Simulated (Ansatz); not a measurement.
Input file:

```
crystal:
  lattice:
    - [0.0, 5.6161, 5.6161]
    - [5.6161, 0.0, 5.6161]
    - [5.6161, 5.6161, 0.0]
  atoms:
    - { symbol: Cs, position: [0.25, 0.25, 0.25] }
    - { symbol: Cs, position: [0.75, 0.75, 0.75] }
    - { symbol: Ag, position: [0.5, 0.5, 0.5] }
    - { symbol: Bi, position: [0.0, 0.0, 0.0] }
    - { symbol: Br, position: [0.25055, 0.74945, 0.25055] }
    - { symbol: Br, position: [0.25055, 0.74945, 0.74945] }
    - { symbol: Br, position: [0.74945, 0.25055, 0.74945] }
    - { symbol: Br, position: [0.74945, 0.25055, 0.25055] }
    - { symbol: Br, position: [0.25055, 0.25055, 0.74945] }
    - { symbol: Br, position: [0.74945, 0.74945, 0.25055] }
scf:
  occupations: { method: fixed }
output:
  forces: false
  stress: false
  eigenvalues: true
  eigenstates:
    kpoints: [[0, 0, 0], [0.5, 0.5, 0], [0.5, 0.5, 0.5]]
    e_range: [-4, 6]
  write_density: true
  write_potential: true
  elf: true
  volumetric_format: npy
kpoints:
  mp_grid: { grid: [6, 6, 6] }
  band_path:
    path:
      - [[0.0, 0.0, 0.0], [0.5, 0.0, 0.5], [0.625, 0.25, 0.625]]
      - [[0.375, 0.375, 0.75], [0.0, 0.0, 0.0], [0.5, 0.5, 0.5], [0.5, 0.25, 0.75], [0.5, 0.0, 0.5]]
    npoints: 16
```

Run with:

```sh
ansatz run input.yaml --threads 8 --pin off --max-ram 22528MiB --backend cpu --events-out ev --progress --plain --runs-dir out
```

Below, planes, directions and counts refer to the conventional cell (a = 11.23 Å, b = 11.23 Å, c = 11.23 Å, α = 90.00°, β = 90.00°, γ = 90.00°).

Space group Fm-3m.

Theory: DFT PBE, scalar-relativistic, plane waves, PAW in Ansatz 0.2.0.

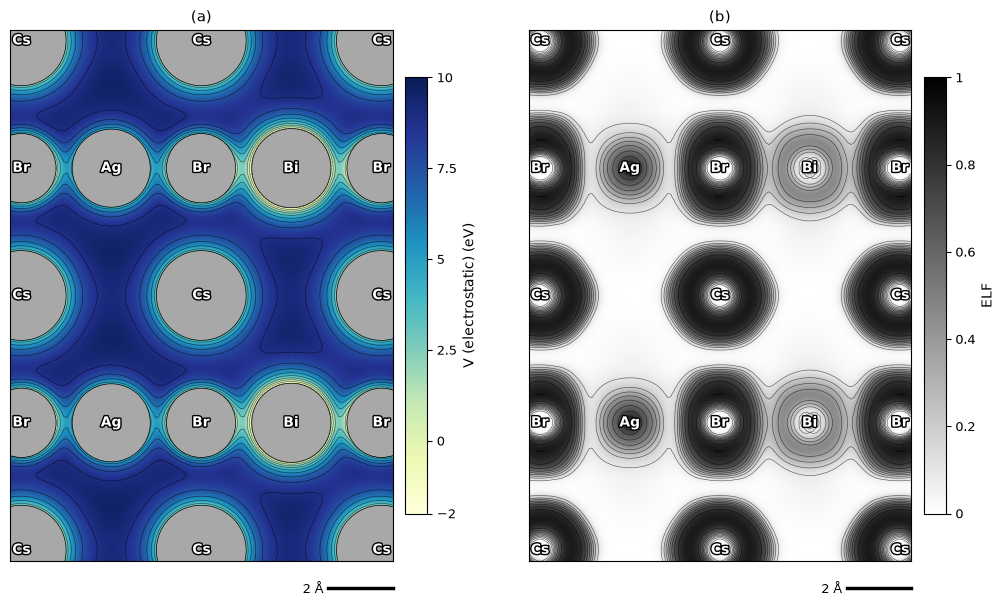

Cs2AgBiBr6. (a) electrostatic potential (local pseudopotential plus Hartree) felt by an electron; (b) electron localisation function on the (101) plane of the conventional cell. Grey discs cover the atomic cores in the potential map.

In a PAW calculation such maps are meaningful between the atoms, not at the nuclei.

### Interpret the plot.

The section cuts through Cs, Ag, Bi and Br sites. Ag–Br (2.80 Å): the ELF is about 0.20 at the midpoint. Bi–Br (2.81 Å): the ELF is about 0.35 at the midpoint. Cs–Br (3.97 Å): the ELF is about 0 at the midpoint; a largely ionic contact. The features right at Cs, Ag and Bi lie inside the PAW spheres, where the map follows smoothed inner orbitals and isn't to be read closely. Outside the cores the potential energy rises away from the atoms and is highest about 2.1 Å from the nearest atoms; its zero is arbitrary.

### Metal or insulator at this level of theory?

It is gapped, with a Kohn–Sham gap of 1.3 eV on the k-point mesh, an upper bound to the gap of this method.
